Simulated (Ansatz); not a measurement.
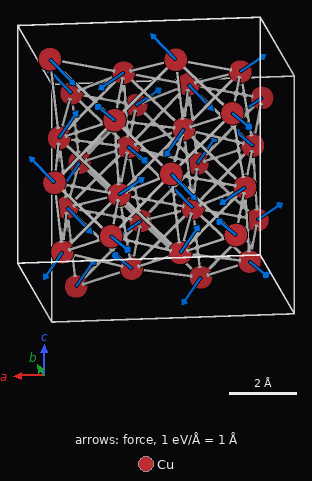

Starting geometry of crystalline Cu (a generated structure, set up in Fd-3m) (coarse preliminary run) with the computed forces as blue arrows. The picture is a ball-and-stick view of the conventional cell (4 times the calculation's cell), seen from a free direction. Lengths and directions refer to the drawn axes.

Method: DFT PBE, scalar-relativistic, plane waves, PAW in Ansatz. Settings: plane-wave cutoff 420 eV; k-point mesh 4 × 4 × 4; occupations gaussian; smearing width 0.1 eV; no spin polarisation; cell and atoms relaxed; force threshold 0.04 eV/Å; at most 70 steps.

Question: Is this structure relaxed? If not, where do the atoms go?

Answer: It isn't relaxed: the largest force vector, on Cu atoms, is 1.25 eV/Å. The atoms end up moving mostly along the starting forces (cosine between the two patterns 1.00). The energy falls by 75.9 meV per atom in 4 accepted moves (5 points after the start). Largest force component: 0.72 eV/Å at the start, under 0.0001 eV/Å at the end. The pressure goes from −3.12 to 0.06 GPa. The SCF was repeated once at an unchanged geometry on a basis and grid sized afresh for the cell, which shifted the energy by 0.6 meV per atom at most. The largest moves relative to the cell, 0.10 Å, are those of Cu atoms. Cell: a = b = c 7.403 → 7.272 Å (−1.8 %). Volume −5.2 %. Among the contacts that change: Cu–Cu 2.789 → 2.571 Å, Cu–Cu 2.446 → 2.571 Å, Cu–Cu 2.620 → 2.571 Å. The space group (tolerance 0.01 Å) goes from Fd-3m (No. 227) to Fm-3m (No. 225).
